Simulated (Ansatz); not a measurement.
## Geometry relaxation of Sn (part 2 of 3)

The same run, continued: Sn (8 atoms in the cell); DFT PBEsol, scalar-relativistic, plane waves, PAW, no spin polarisation (Ansatz 0.2.0); cutoff 420 eV, 6×6×6 k-mesh, Gaussian smearing of 0.15 eV. The structure derives from an entry of the Crystallography Open Database. It belongs to a series of runs on one base structure; here: all atoms moved at random, sigma 0.4 A a component; relaxed back.

Geometry of the input (Å; fractional positions):
```
6.5416  0.0000  0.0000
0.0000  -6.5416  0.0000
0.0000  0.0000  -6.5416
Sn 0.3899  0.1164  -0.0520
Sn 0.0238  0.4512  -0.0233
Sn -0.0552  -0.1188  0.4760
Sn 0.4879  0.5762  0.4619
Sn 0.8224  0.6706  0.8346
Sn 0.2080  0.2833  0.8221
Sn 0.3027  0.7164  0.2085
Sn 0.8204  0.3047  0.2723
```

What the program printed, continued:
```
SCF iter   1: F=—  HF=-47597.355692 eV  |F-HF|=—  |Δ(HF+E_count)|=         —  Δρ=4.63e-3  dr2=3.66e-2  ethr=3.29e-5  ⟨swp⟩=1.0  Hψ=43239  notcnv=0
preconditioner: auto → Kerker (q_TF=auto, 2.346 Å⁻¹)  [metal: Δε(μ)=0.071 eV  Ē_g=19.210 eV  σ=0.150 eV  W_gap=0.26  n_scr=64 (ndim 8)  ℏωp=23.6 eV  f_vac=0.053  D(μ)=0.95/eV (n_scr^D=0)]
SCF iter   2: F=—  HF=-47597.350443 eV  |F-HF|=—  |Δ(HF+E_count)|=   5.25e-3  Δρ=2.69e-3  dr2=1.46e-2  ethr=3.26e-5  ⟨swp⟩=1.0  Hψ=7616  notcnv=0
SCF iter   3: F=—  HF=-47597.347578 eV  |F-HF|=—  |Δ(HF+E_count)|=   2.87e-3  Δρ=2.80e-4  dr2=4.72e-4  ethr=1.30e-5  ⟨swp⟩=1.3  Hψ=7667  notcnv=0
SCF iter   4: F=—  HF=-47597.347561 eV  |F-HF|=—  |Δ(HF+E_count)|=   1.63e-5  Δρ=1.39e-4  dr2=1.05e-4  ethr=4.21e-7  ⟨swp⟩=2.9  Hψ=13868  notcnv=0
SCF iter   5: F=—  HF=-47597.347563 eV  |F-HF|=—  |Δ(HF+E_count)|=   2.18e-6  Δρ=4.53e-5  dr2=1.90e-5  ethr=9.39e-8  ⟨swp⟩=2.9  Hψ=13225  notcnv=0
SCF iter   6: F=—  HF=-47597.347564 eV  |F-HF|=—  |Δ(HF+E_count)|=   1.06e-6  Δρ=1.65e-5  dr2=1.85e-6  ethr=1.70e-8  ⟨swp⟩=2.0  Hψ=9131  notcnv=0
SCF iter   7: F=-47597.347565 eV  HF=-47597.347565 eV  |F-HF|=1.02e-7  |Δ(HF+E_count)|=   3.99e-7  Δρ=7.63e-6  dr2=3.13e-7  ethr=7.14e-10  ⟨swp⟩=13.0  Hψ=63311  notcnv=0
SCF 8 converged in 7 iterations: F = -47597.347565 eV  dr2 = 3.13e-7
  greatest PAW one-centre occupation: 0.991 electrons in one spin orbital (limit 2), on the Sn atom at site 5 (counted from 0), in its partial waves of l = 2
relax step   8: F+E_penalty+E_count = -47597.34756475 eV  Δ(F+E_penalty+E_count) = -3.888e-1 eV  max|allowed force component| = 1.100e0 eV/Å  Δτ_max = 0.2000 Å  P = -0.277 GPa  Ω = 276.918 Å³  energy of the carried Pulay correction = +1.672e-3 eV  (7 SCF iters, dr2 threshold 8.00e-7 eV, accepted)
Crystal: 8 atoms, lattice volume = 280.961 Å³
Basis set: ecut = 420 eV, 5497 PW (Γ), exchange–correlation on 90×90×90 points (8 copies of the dense FFT grid, shifted against one another)
iter 1 solved again at ethr=3.62e-5 eV; its pass at ethr=3.10e-3 eV (dr2=4.06e-2 eV) is discarded
SCF iter   1: F=—  HF=-47597.776156 eV  |F-HF|=—  |Δ(HF+E_count)|=         —  Δρ=5.04e-3  dr2=4.05e-2  ethr=3.62e-5  ⟨swp⟩=1.1  Hψ=44647  notcnv=0
preconditioner: auto → Kerker (q_TF=auto, 2.341 Å⁻¹)  [metal: Δε(μ)=0.039 eV  Ē_g=19.209 eV  σ=0.150 eV  W_gap=0.14  n_scr=62 (ndim 8)  ℏωp=23.4 eV  f_vac=0.064  D(μ)=0.81/eV (n_scr^D=0)]
SCF iter   2: F=—  HF=-47597.770459 eV  |F-HF|=—  |Δ(HF+E_count)|=   5.70e-3  Δρ=2.91e-3  dr2=1.58e-2  ethr=3.62e-5  ⟨swp⟩=1.0  Hψ=7616  notcnv=0
SCF iter   3: F=—  HF=-47597.767705 eV  |F-HF|=—  |Δ(HF+E_count)|=   2.75e-3  Δρ=3.08e-4  dr2=4.82e-4  ethr=1.41e-5  ⟨swp⟩=1.0  Hψ=7617  notcnv=0
SCF iter   4: F=—  HF=-47597.767727 eV  |F-HF|=—  |Δ(HF+E_count)|=   2.21e-5  Δρ=1.51e-4  dr2=1.16e-4  ethr=4.30e-7  ⟨swp⟩=3.0  Hψ=14262  notcnv=0
SCF iter   5: F=—  HF=-47597.767740 eV  |F-HF|=—  |Δ(HF+E_count)|=   1.31e-5  Δρ=4.93e-5  dr2=2.36e-5  ethr=1.04e-7  ⟨swp⟩=2.0  Hψ=8626  notcnv=0
SCF iter   6: F=—  HF=-47597.767742 eV  |F-HF|=—  |Δ(HF+E_count)|=   2.28e-6  Δρ=2.05e-5  dr2=3.32e-6  ethr=2.10e-8  ⟨swp⟩=2.0  Hψ=9477  notcnv=0
SCF iter   7: F=-47597.767742 eV  HF=-47597.767743 eV  |F-HF|=2.29e-7  |Δ(HF+E_count)|=   5.66e-7  Δρ=1.03e-5  dr2=6.82e-7  ethr=7.14e-10  ⟨swp⟩=13.2  Hψ=63320  notcnv=0
SCF 9 converged in 7 iterations: F = -47597.767742 eV  dr2 = 6.82e-7
relax step   9: F+E_penalty+E_count = -47597.76774233 eV  Δ(F+E_penalty+E_count) = -4.202e-1 eV  max|allowed force component| = 4.481e-1 eV/Å  Δτ_max = 0.1954 Å  P = -0.910 GPa  Ω = 280.961 Å³  energy of the carried Pulay correction = -5.708e-4 eV  (7 SCF iters, dr2 threshold 8.00e-7 eV, accepted)
Crystal: 8 atoms, lattice volume = 283.259 Å³
Basis set: ecut = 420 eV, 5495 PW (Γ), exchange–correlation on 90×90×90 points (8 copies of the dense FFT grid, shifted against one another)
iter 1 solved again at ethr=3.96e-5 eV; its pass at ethr=3.10e-3 eV (dr2=4.44e-2 eV) is discarded
SCF iter   1: F=—  HF=-47597.958362 eV  |F-HF|=—  |Δ(HF+E_count)|=         —  Δρ=5.30e-3  dr2=4.40e-2  ethr=3.96e-5  ⟨swp⟩=1.2  Hψ=40780  notcnv=0
preconditioner: auto → Kerker (q_TF=auto, 2.337 Å⁻¹)  [metal: Δε(μ)=0.017 eV  Ē_g=19.264 eV  σ=0.150 eV  W_gap=0.06  n_scr=60 (ndim 8)  ℏωp=23.3 eV  f_vac=0.080  D(μ)=0.82/eV (n_scr^D=0)]
SCF iter   2: F=—  HF=-47597.951960 eV  |F-HF|=—  |Δ(HF+E_count)|=   6.40e-3  Δρ=3.12e-3  dr2=1.74e-2  ethr=3.93e-5  ⟨swp⟩=1.0  Hψ=7616  notcnv=0
SCF iter   3: F=—  HF=-47597.948393 eV  |F-HF|=—  |Δ(HF+E_count)|=   3.57e-3  Δρ=2.87e-4  dr2=3.15e-4  ethr=1.56e-5  ⟨swp⟩=1.0  Hψ=7617  notcnv=0
SCF iter   4: F=—  HF=-47597.948447 eV  |F-HF|=—  |Δ(HF+E_count)|=   5.42e-5  Δρ=1.17e-4  dr2=7.08e-5  ethr=2.81e-7  ⟨swp⟩=2.9  Hψ=15044  notcnv=0
SCF iter   5: F=—  HF=-47597.948459 eV  |F-HF|=—  |Δ(HF+E_count)|=   1.19e-5  Δρ=4.23e-5  dr2=1.30e-5  ethr=6.32e-8  ⟨swp⟩=3.0  Hψ=14269  notcnv=0
SCF iter   6: F=—  HF=-47597.948464 eV  |F-HF|=—  |Δ(HF+E_count)|=   5.18e-6  Δρ=1.60e-5  dr2=1.43e-6  ethr=1.16e-8  ⟨swp⟩=2.0  Hψ=9414  notcnv=0
SCF iter   7: F=-47597.948465 eV  HF=-47597.948465 eV  |F-HF|=1.71e-8  |Δ(HF+E_count)|=   9.94e-7  Δρ=5.53e-6  dr2=1.52e-7  ethr=7.14e-10  ⟨swp⟩=12.9  Hψ=58460  notcnv=0
SCF 10 converged in 7 iterations: F = -47597.948465 eV  dr2 = 1.52e-7
relax step  10: F+E_penalty+E_count = -47597.94846530 eV  Δ(F+E_penalty+E_count) = -1.807e-1 eV  max|allowed force component| = 2.519e-1 eV/Å  Δτ_max = 0.2000 Å  P = -0.696 GPa  Ω = 283.259 Å³  energy of the carried Pulay correction = -1.832e-3 eV  (7 SCF iters, dr2 threshold 8.00e-7 eV, accepted)
Crystal: 8 atoms, lattice volume = 280.971 Å³
Basis set: ecut = 420 eV, 5451 PW (Γ), exchange–correlation on 90×90×90 points (8 copies of the dense FFT grid, shifted against one another)
iter 1 solved again at ethr=4.39e-5 eV; its pass at ethr=3.10e-3 eV (dr2=4.92e-2 eV) is discarded
SCF iter   1: F=—  HF=-47598.041622 eV  |F-HF|=—  |Δ(HF+E_count)|=         —  Δρ=5.82e-3  dr2=4.94e-2  ethr=4.39e-5  ⟨swp⟩=1.1  Hψ=41384  notcnv=0
preconditioner: auto → Kerker (q_TF=auto, 2.341 Å⁻¹)  [metal: Δε(μ)=0.108 eV  Ē_g=19.325 eV  σ=0.150 eV  W_gap=0.39  n_scr=56 (ndim 8)  ℏωp=23.4 eV  f_vac=0.084  D(μ)=0.78/eV (n_scr^D=0)]
SCF iter   2: F=—  HF=-47598.034654 eV  |F-HF|=—  |Δ(HF+E_count)|=   6.97e-3  Δρ=3.42e-3  dr2=1.94e-2  ethr=4.39e-5  ⟨swp⟩=1.0  Hψ=7616  notcnv=0
SCF iter   3: F=—  HF=-47598.030965 eV  |F-HF|=—  |Δ(HF+E_count)|=   3.69e-3  Δρ=2.98e-4  dr2=2.49e-4  ethr=1.73e-5  ⟨swp⟩=1.0  Hψ=7616  notcnv=0
SCF iter   4: F=—  HF=-47598.031072 eV  |F-HF|=—  |Δ(HF+E_count)|=   1.07e-4  Δρ=9.79e-5  dr2=4.29e-5  ethr=2.22e-7  ⟨swp⟩=2.1  Hψ=13607  notcnv=0
SCF iter   5: F=—  HF=-47598.031088 eV  |F-HF|=—  |Δ(HF+E_count)|=   1.64e-5  Δρ=3.79e-5  dr2=9.21e-6  ethr=3.83e-8  ⟨swp⟩=3.0  Hψ=14965  notcnv=0
SCF iter   6: F=—  HF=-47598.031093 eV  |F-HF|=—  |Δ(HF+E_count)|=   4.55e-6  Δρ=1.58e-5  dr2=1.26e-6  ethr=8.23e-9  ⟨swp⟩=3.0  Hψ=13911  notcnv=0
SCF iter   7: F=-47598.031094 eV  HF=-47598.031094 eV  |F-HF|=5.49e-8  |Δ(HF+E_count)|=   7.84e-7  Δρ=5.04e-6  dr2=1.29e-7  ethr=7.14e-10  ⟨swp⟩=13.1  Hψ=57597  notcnv=0
SCF 11 converged in 7 iterations: F = -47598.031094 eV  dr2 = 1.29e-7
relax step  11: F+E_penalty+E_count = -47598.03109361 eV  Δ(F+E_penalty+E_count) = -8.263e-2 eV  max|allowed force component| = 1.923e-2 eV/Å  Δτ_max = 0.1960 Å  P = -0.117 GPa  Ω = 280.971 Å³  energy of the carried Pulay correction = -5.765e-4 eV  (7 SCF iters, dr2 threshold 8.00e-7 eV, accepted)
Crystal: 8 atoms, lattice volume = 280.274 Å³
iter 1 solved again at ethr=1.19e-6 eV; its pass at ethr=3.10e-3 eV (dr2=1.34e-3 eV) is discarded
SCF iter   1: F=—  HF=-47598.033701 eV  |F-HF|=—  |Δ(HF+E_count)|=         —  Δρ=1.01e-3  dr2=1.43e-3  ethr=1.19e-6  ⟨swp⟩=3.0  Hψ=38579  notcnv=0
preconditioner: auto → Kerker (q_TF=auto, 2.342 Å⁻¹)  [metal: Δε(μ)=0.108 eV  Ē_g=19.328 eV  σ=0.150 eV  W_gap=0.39  n_scr=56 (ndim 8)  ℏωp=23.5 eV  f_vac=0.086  D(μ)=0.77/eV (n_scr^D=0)]
SCF iter   2: F=—  HF=-47598.033495 eV  |F-HF|=—  |Δ(HF+E_count)|=   2.06e-4  Δρ=5.89e-4  dr2=5.65e-4  ethr=1.19e-6  ⟨swp⟩=1.0  Hψ=7616  notcnv=0
SCF iter   3: F=—  HF=-47598.033399 eV  |F-HF|=—  |Δ(HF+E_count)|=   9.54e-5  Δρ=4.89e-5  dr2=6.11e-6  ethr=5.05e-7  ⟨swp⟩=1.0  Hψ=7617  notcnv=0
SCF iter   4: F=—  HF=-47598.033372 eV  |F-HF|=—  |Δ(HF+E_count)|=   2.70e-5  Δρ=1.85e-5  dr2=1.35e-6  ethr=5.45e-9  ⟨swp⟩=2.0  Hψ=13893  notcnv=0
SCF iter   5: F=—  HF=-47598.033373 eV  |F-HF|=—  |Δ(HF+E_count)|=   6.00e-7  Δρ=6.83e-6  dr2=2.84e-7  ethr=1.21e-9  ⟨swp⟩=3.0  Hψ=14076  notcnv=0
SCF iter   6: F=-47598.033373 eV  HF=-47598.033373 eV  |F-HF|=2.17e-8  |Δ(HF+E_count)|=   1.56e-7  Δρ=2.56e-6  dr2=3.67e-8  ethr=5.18e-11  ⟨swp⟩=10.7  Hψ=53883  notcnv=0
SCF 12 converged in 6 iterations: F = -47598.033373 eV  dr2 = 3.67e-8
relax step  12: F+E_penalty+E_count = -47598.03337294 eV  Δ(F+E_penalty+E_count) = -2.279e-3 eV  max|allowed force component| = 5.052e-3 eV/Å  Δτ_max = 0.0320 Å  P = -0.008 GPa  Ω = 280.274 Å³  energy of the carried Pulay correction = -1.919e-4 eV  (6 SCF iters, dr2 threshold 5.80e-8 eV, accepted)
Initial wavefunctions: pseudopotential atomic-orbital guess (no wavefunctions were taken with the density)
iter 1 solved again at ethr=2.49e-8 eV; its pass at ethr=3.10e-3 eV (dr2=2.79e-5 eV) is discarded
SCF iter   1: F=—  HF=-47598.033440 eV  |F-HF|=—  |Δ(HF+E_count)|=         —  Δρ=2.76e-6  dr2=3.70e-8  ethr=2.49e-8  ⟨swp⟩=4.0  Hψ=57075  notcnv=0
preconditioner: auto → Kerker (q_TF=auto, 2.342 Å⁻¹)  [metal: Δε(μ)=0.107 eV  Ē_g=19.328 eV  σ=0.150 eV  W_gap=0.38  n_scr=56 (ndim 8)  ℏωp=23.5 eV  f_vac=0.087  D(μ)=0.77/eV (n_scr^D=0)]
SCF iter   2: F=—  HF=-47598.033417 eV  |F-HF|=—  |Δ(HF+E_count)|=   2.25e-5  Δρ=1.98e-6  dr2=2.34e-8  ethr=3.30e-11  ⟨swp⟩=2.7  Hψ=12918  notcnv=0
SCF iter   3: F=—  HF=-47598.033417 eV  |F-HF|=—  |Δ(HF+E_count)|=   1.64e-8  Δρ=5.82e-7  dr2=1.69e-9  ethr=2.09e-11  ⟨swp⟩=2.0  Hψ=9414  notcnv=0
SCF iter   4: F=-47598.033417 eV  HF=-47598.033417 eV  |F-HF|=2.91e-11  |Δ(HF+E_count)|=   1.18e-9  Δρ=1.80e-7  dr2=1.42e-10  ethr=1.00e-12  ⟨swp⟩=10.1  Hψ=43182  notcnv=0
SCF 13 converged in 4 iterations: F = -47598.033417 eV  dr2 = 1.42e-10
relax step  13: F+E_penalty+E_count = -47598.03341719 eV  Δ(F+E_penalty+E_count) = -4.424e-5 eV  max|allowed force component| = 5.043e-3 eV/Å  Δτ_max = 0.0000 Å  P = -0.071 GPa  Ω = 280.274 Å³  stress off target by 8.83e-2 GPa  SCF on the basis re-selected at this cell (its energy is not comparable with the rows above)  (4 SCF iters)
```

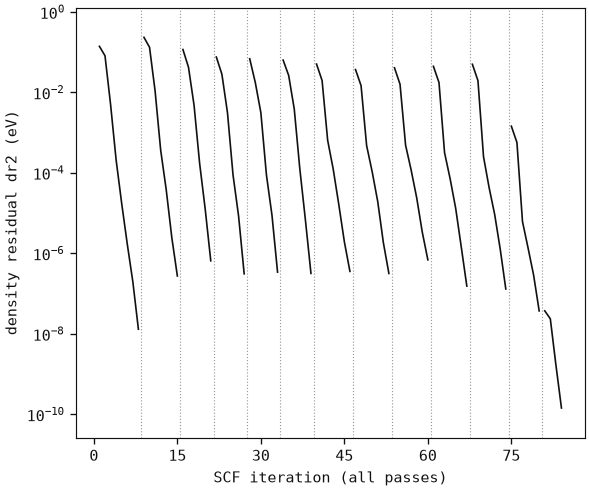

Figure 1. Convergence of the self-consistent field: density residual dr2 against the SCF iteration. The dotted lines part the SCF passes of the relaxation: geometry steps, rejected trials and re-solves on a re-selected basis. The 13 passes take 4 to 8 iterations each, 84 in all.

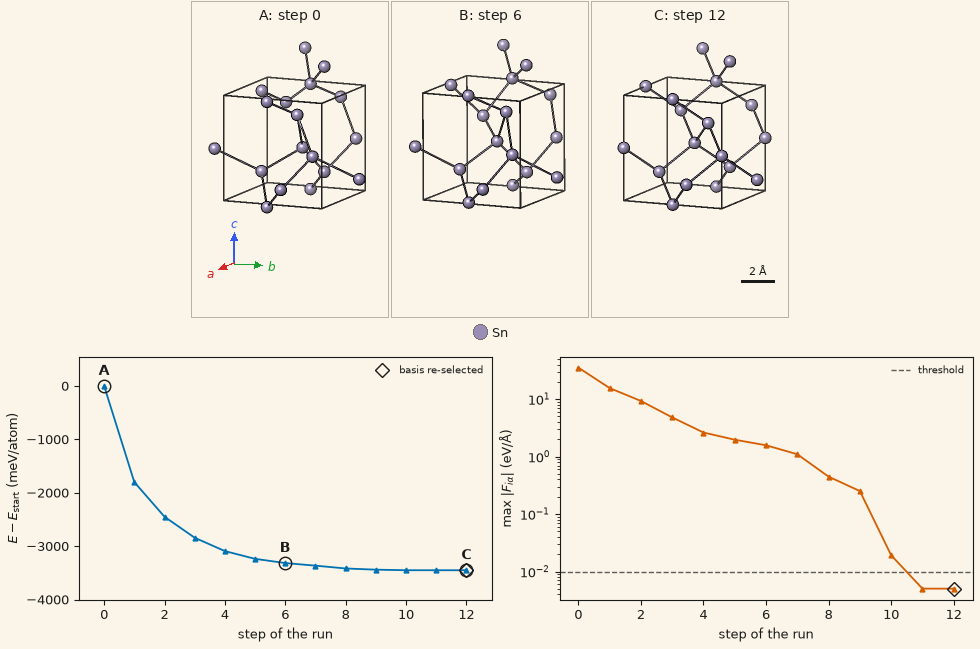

Figure 2. Frames of the relaxation (ball-and-stick view of the cell of the calculation, with bonded neighbours outside it, seen slightly off an axis) above the curves, on which the letters mark them (the first geometry is step 0 here and step 1 in the log).

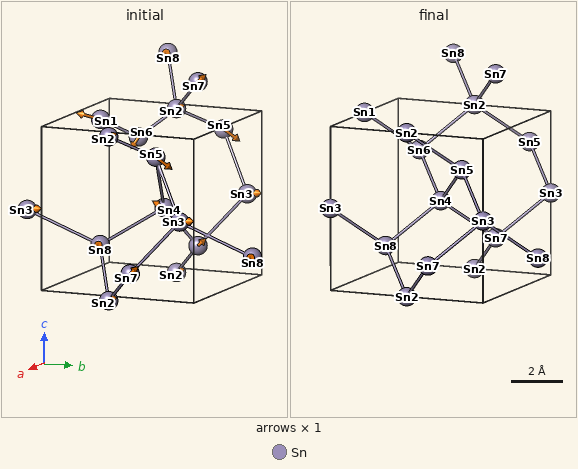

Figure 3. Before (left) and after (right) the relaxation, at one scale (ball-and-stick view of the cell of the calculation, with bonded neighbours outside it, seen slightly off an axis). The orange arrows give the displacements, at true length. The energy falls by 3450 meV per atom in 11 geometry steps. Largest force component: 35 eV/Å at the start, 0.005 eV/Å at the end. Pressure: 33.51 GPa at the start and −0.07 GPa at the end. The atom that moves furthest relative to the cell is Sn1 (1.10 Å). The volume changes by +0.1 %, with a 6.542 → 6.541 Å (0.0 %), b 6.542 → 6.546 Å (+0.1 %), c 6.542 → 6.545 Å (+0.1 %). Among the contacts that change: Sn1–Sn5 4.130 → 2.834 Å, Sn3–Sn6 3.874 → 2.834 Å, Sn1–Sn6 1.813 → 2.834 Å, Sn2–Sn6 1.919 → 2.834 Å. New bonds form: Sn1–Sn5 (4.13 → 2.83 Å), Sn1–Sn8 (3.73 → 2.83 Å), Sn3–Sn6 (3.87 → 2.83 Å). Among the angles that change: Sn3–Sn5–Sn4 70.8° → 109.3°, Sn5–Sn4–Sn7 144.8° → 109.6°, Sn5–Sn3–Sn8 134.2° → 109.6°. The space group (tolerance 0.01 Å) goes from P1 (No. 1) to P2_1 (No. 4). A last SCF at the same geometry on a re-selected plane-wave basis shifts the energy by next to nothing (0.0 meV per atom). (Atoms are counted from 1 in the order of the input.)

```
basis re-selected at this cell: Δ(F+E_penalty+E_count) = -4.424e-5 eV, ΔP = -0.063 GPa vs the last step (what re-selecting the basis moved, of the pressure what is left beyond the Pulay correction that the steps carried, after the strain that the cell walked since its last selection, with what the two solves' SCF thresholds leave and, on support functions, any second-order correction that the steps lacked; it is no measure of the basis error at this ecutwfc). This SCF's stress stands 8.83e-2 GPa from its target on what of the cell is left free (relax.cell.stress_tol is 1.00e-1 GPa) and its largest allowed force component is 5.04e-3 eV/Å (relax.f_tol is 1.00e-2 eV/Å): within both
SCF converged after 4 iterations
Free energy (F): -47598.033417 eV
Harris-Foulkes:  -47598.033417 eV  (|F-HF|=2.91e-11)
Internal energy: -47598.024717 eV  (E = F + TS)
E sigma→0 (E₀):  -47598.029067 eV
Entropy (-TS):   -0.008700 eV (-1.088 meV/atom)
Fermi energy:    7.351789 eV
--- Per-component energies (eV) ---
  E_band       = -1034.862553
  E_kinetic    = 1499.730260
  E_local      = -9342.631491  (includes V_loc(G=0)·N_el)
  E_nonlocal   = -241.815765
  E_hartree    = 5337.889222
  E_xc         = -3029.277784
  E_vxc        = -770.334152  (∫ρ·V_xc dr)
  E_paw        = -32531.577005  (= ΣΔE_a)
  E_vpaw       = -2855.588906  (= ΣTr[D̂ρ^β])
  E_aug_tail   = -0.000003  (compensation charges beyond the density's cutoff)
  E_ewald      = -9292.620870
  E_core_change = 2.278718  (= ΣΔE_core)
  E_smearing   = -0.008700  (= −TS)
  E_closure    = 0.000000  (closes the sum)
  Σ components = -47598.033417   (vs F -47598.033417, Δ=0.00e0)
--- Forces (eV/Å), atoms counted from 1 ---
  atom   1  Sn     0.00084141     0.00504322     0.00063407
  atom   2  Sn    -0.00074456     0.00279578     0.00184648
  atom   3  Sn     0.00256902     0.00192317    -0.00012286
  atom   4  Sn     0.00059057     0.00450141     0.00142790
  atom   5  Sn    -0.00137135    -0.00414167     0.00025474
  atom   6  Sn     0.00027978    -0.00322777    -0.00230210
  atom   7  Sn    -0.00119553    -0.00340361    -0.00130969
  atom   8  Sn    -0.00096933    -0.00349054    -0.00042853
  max |Σ_I F_I| component: 1.78e-8 eV/Å
--- Stress (GPa, compression-positive) ---
       -0.055933      -0.000712       0.016822
       -0.000712      -0.081006       0.005381
        0.016822       0.005381      -0.074934
  P = ⅓ Tr σ = -0.0706 GPa (-0.706 kbar)
--- Band table (eV; the first three rows and the last of 112) ---
  k-point 0: bands = ["-14.2658", "-14.2656", "-14.2656", "-14.2655", "-14.2654", "-14.2653", "-14.2175", "-14.2170", "-14.2168", "-14.1597", "-14.1596", "-14.1372", "-14.1370", "-14.1369", "-14.1368", "-14.1367", "-14.1366", "-14.0092", "-14.0091", "-14.0090", "-14.0090", "-14.0089", "-14.0088", "-13.9318", "-13.9317", "-13.9315", "-13.9314", "-13.9313", "-13.9308", "-13.8692", "-13.8689", "-13.8682", "-13.8621", "-13.8619", "-13.7977", "-13.7976", "-13.7975", "-13.7974", "-13.7973", "-13.7970", "-3.1039", "-0.0898", "-0.0895", "-0.0892", "-0.0887", "-0.0869", "-0.0867", "4.9674", "4.9679", "4.9704", "4.9718", "4.9727", "4.9787", "6.4945", "7.4408", "7.4440", "7.4537", "8.1403", "8.1410", "8.1453", "8.1462", "8.1477", "8.1560", "9.5035", "9.5072", "9.5080", "12.2004", "14.9046"]
```
